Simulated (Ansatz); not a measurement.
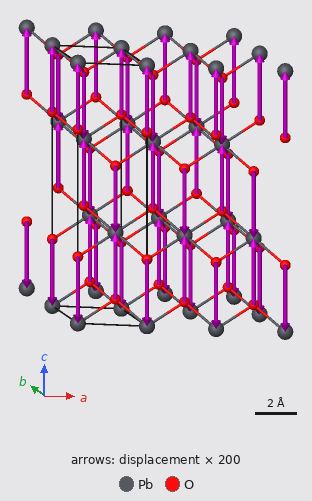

This is a relaxation of a crystal of PbO2 (built on the CdCl2 type). The starting structure is drawn; purple arrows show the displacements (the part carried along by the change of the cell is left out), magnified 200 times.

A ball-and-stick model of the conventional cell (3 times the calculation's cell), repeated 3 × 2 × 1 with one cell outlined, seen slightly off an axis. Lengths and directions refer to the drawn axes.

Case: volume × 0.980.

Theory: DFT PBE, scalar-relativistic, plane waves, PAW (Ansatz).

Input file:
```yaml
crystal:
  lattice:
    - [1.7115970774, 0.9881910334, 4.4180013124]
    - [-1.7115970774, 0.9881910334, 4.4180013124]
    - [0.0, -1.9763820667, 4.4180013124]
  atoms:
    - { symbol: Pb, position: [0.0, 0.0, 0.0] }
    - { symbol: O, position: [0.2556547323, 0.2556547323, 0.2556547323] }
    - { symbol: O, position: [0.7443452677, 0.7443452677, 0.7443452677] }
basis:
  ecutwfc: 420
  ecutrho_ratio: 4
kpoints:
  mp_grid: { grid: [12, 12, 12] }
hamiltonian:
  xc: pbe
scf:
  occupations: { method: gaussian, width: 0.05 }
output:
  forces: true
  stress: true
  eigenvalues: true
relax:
  f_tol: 0.01
  max_steps: 40
  cell: { stress_tol: 0.1, fix: [volume] }
```

Run as
```bash
ansatz run input.yaml --threads 2 --pin off --max-ram 2662MiB --backend cpu --events-out ev --progress --plain --runs-dir out
```

Atoms of which element are displaced furthest, and by how much?

Answer. Oxygen: up to 0.017 Å, against 0.000 Å for lead.

What happened in the run?

Answer. After 2 accepted moves (3 points after the start) the energy has fallen by 5.9 meV per cell of the calculation. Largest force component: 0.16 eV/Å at the start, 0.0052 eV/Å at the end. Pressure: 2.41 GPa at the start and 0.37 GPa at the end. The SCF was repeated once at an unchanged geometry on a basis and grid sized afresh for the cell, which shifted the energy by less than 0.05 meV per cell of the calculation at most. The largest moves relative to the cell, 0.017 Å, are those of O2 and O3. O2 goes along −c. Pb stays in place. The drawn cell changes at constant volume: a = b 3.423 → 3.451 Å (+0.8 %), c 13.254 → 13.045 Å (−1.6 %). Near-neighbour distances that change, for instance: Pb1–O2 2.228 → 2.243 Å. The space group stays R-3m (No. 166). The run took 14 s on 2 threads of Arm Neoverse V2 (shared host), peak memory 0.44 GiB.
